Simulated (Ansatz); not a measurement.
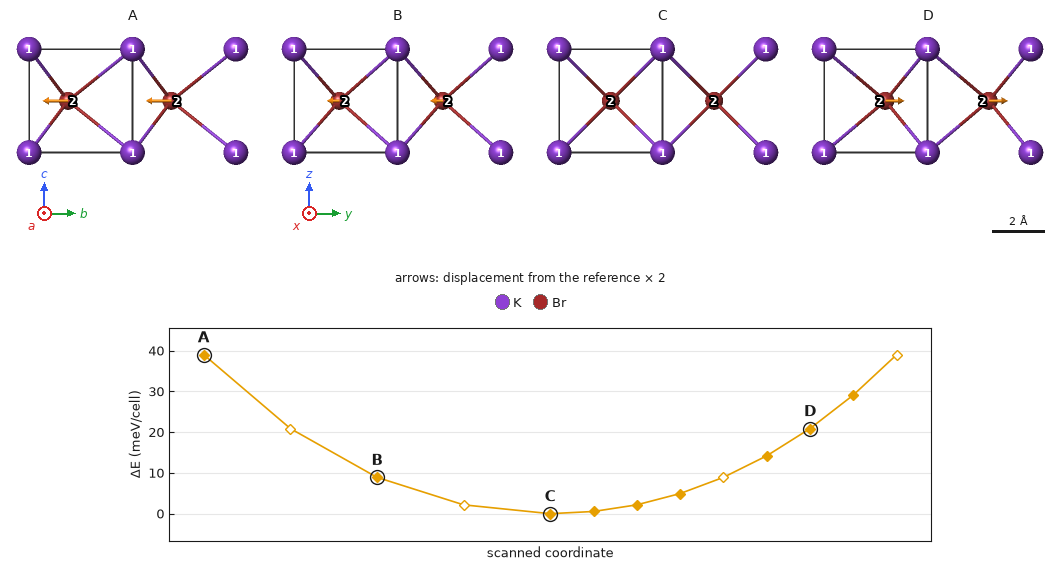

A scan of a crystal of KBr (Pm-3m) along one coordinate. Hollow markers are points alike by symmetry, not computed again. A ball-and-stick model of the cell of the calculation, repeated 2 × 2 × 1 with one cell outlined, seen along the a axis. Orange arrows: displacements from the reference.

Method: DFT LDA, scalar-relativistic, plane waves, PAW (Ansatz 0.2.0). Settings: plane-wave cutoff 420 eV; k-point mesh 6 × 6 × 6; occupations gaussian; smearing width 0.05 eV; no spin polarisation. Energies (free energies at the smearing named) are counted from the cell as listed in its source, which wasn't relaxed.

What is being scanned?

The whole Br sublattice is shifted rigidly, along Cartesian [0 1 0], all else fixed. In the frames the displacement is −0.50 Å (A), −0.25 Å (B), 0.00 Å (C), 0.375 Å (D). The lowest computed point lies at the displacement 0.00 Å (0.0 meV/cell). The end points stand at 39.0 meV/cell (−0.50 Å) and 39.0 meV/cell (0.50 Å). The curvature at zero is about 0.28 eV/Å² per cell. The well is symmetric. At the highest point the shortest interatomic distance is 3.24 Å, against 3.50 Å in the reference. The distortion takes the space group from Pm-3m to P4mm.
